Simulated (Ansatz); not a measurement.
**PtSe2: densities and their changes**

Space group P-3m1; not relaxed (largest force 0.6 eV/Å); the calculation finds a residual pressure of about 7 GPa at this fixed cell.

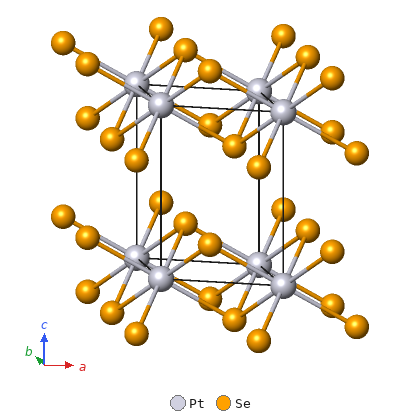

The conventional cell.

Input

```
crystal:
  lattice:
    - [3.724, 0.0, 0.0]
    - [-1.862, 3.2250786037, 0.0]
    - [0.0, 0.0, 5.062]
  atoms:
    - { symbol: Pt, position: [0.0, 0.0, 0.0] }
    - { symbol: Se, position: [0.3333333333, 0.6666666667, 0.25] }
    - { symbol: Se, position: [0.6666666667, 0.3333333333, 0.75] }
basis:
  ecutwfc: 420
  fft_grid_basis: typed
kpoints:
  mp_grid: { grid: [9, 9, 6] }
hamiltonian:
  xc: pbe
scf:
  occupations: { method: gaussian, width: 0.05 }
output:
  forces: true
  stress: true
  eigenvalues: true
  bader: true
  write_density: true
  volumetric_format: npy
  elf: true
```

Launched as:

```sh
ansatz run input.yaml --threads 1 --pin off --max-ram 2560MiB --backend cpu --events-out ev --progress --plain --runs-dir out
```

The picture shows the conventional cell (a = 3.72 Å, b = 3.72 Å, c = 5.06 Å, α = 90.00°, β = 90.00°, γ = 120.00°).

Method: Ansatz, DFT PBE, scalar-relativistic, plane waves, PAW.

Core electrons are frozen (PAW), so the maps are meaningful between the atoms, not at the nuclei.

Part 1: Bonding charge

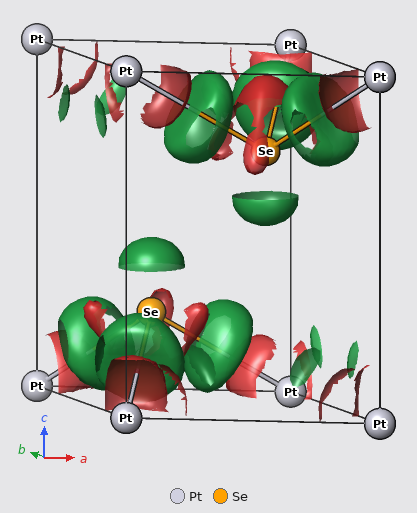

Density of the crystal less the sum of free-atom densities: green surfaces at +0.04 and red ones at −0.04 e/Å³, in the conventional cell seen slightly off an axis (the regions close to the nuclei are left out). Cores are masked to 0.9 Å (Pt) and 0.8 Å (Se).

What does the deformation density say about the bonding?

Answer. Pt–Se (2.49 Å): Δρ is +0.11 e/Å³ at the midpoint, with a peak of 0.13 e/Å³ 1.1 Å from Se: a build-up of bond charge.
- Over the whole cell, outside the masked cores, the largest gain, 0.13 e/Å³, lies 1.2 Å from a selenium nucleus and 1.3 Å from a platinum one, and the largest loss lies at the edge of the masked core of Pt.
- In all about 0.24 e an atom is rearranged against the free atoms.
- Bader charges: Pt +0.08 and Se −0.04 e.

Part 2: Change of volume

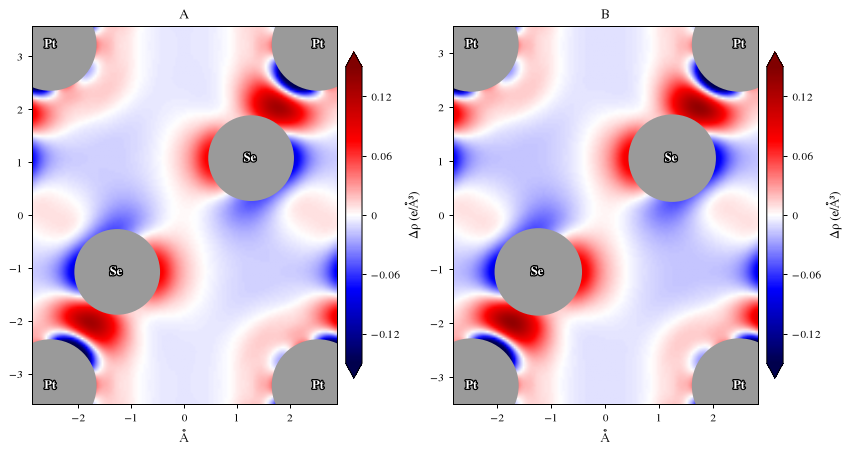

PtSe2: deformation density on the (110) plane of the conventional cell at two volumes, with the same fractional coordinates and one colour scale. Grey discs cover the cores. Panel B has 94 % of the volume of panel A.

How do bonds, bonding charge and pressure respond to this change of volume?

Answer. From A to B, Pt–Se goes from 2.49 to 2.44 Å, and Δρ at its midpoint from +0.107 to +0.113 e/Å³.
- The pressure is 7 GPa in A and 18 GPa in B.
- Bader charges in A: Pt +0.08 and Se −0.04 e; in B: Pt +0.06 and Se −0.03 e.
- The rearranged charge is 0.24 e an atom in A and 0.24 e in B.
- The scaled cell isn't relaxed: forces reach 1.5 eV/Å.

Part 3: Moving an atom

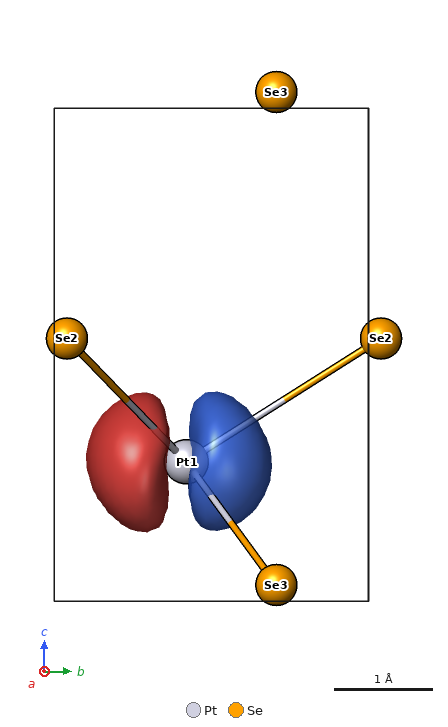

PtSe2: one atom of the 3-atom cell (and its periodic copies) was moved a little. Density after less density before, blue at +0.8 and red at −0.8 e/Å³, seen along the a axis; cell a = 3.72 Å, b = 3.72 Å, c = 5.06 Å, α = 90.00°, β = 90.00°, γ = 120.00°. The lobes lie largely inside the PAW sphere, where the density is a smoothed one.

Not relaxed before the move (largest force 0.6 eV/Å).

Find the displaced atom and its direction.

Answer. Pt1 moved towards the blue lobe, to the right in the picture. In the run the shift was 0.15 Å along [1 2 0] in the axes of the cell drawn.

What restoring force does the calculation give for this move?

Answer. The force on it changes by 2.46 eV/Å along the move, against it: a stiffness of about 16 eV/Å² for this sublattice shift.

Part 4: Putting it together

The two pressures give a mean stiffness −ΔP/Δln V of about 168 GPa over this range, with the atoms held at their fractional positions.

Run times: 24 s (base cell), 24 s (scaled cell) and 32 s (moved atom), on 1 thread of Intel(R) Xeon(R) 6975P-C (Granite Rapids), with other jobs on the host.
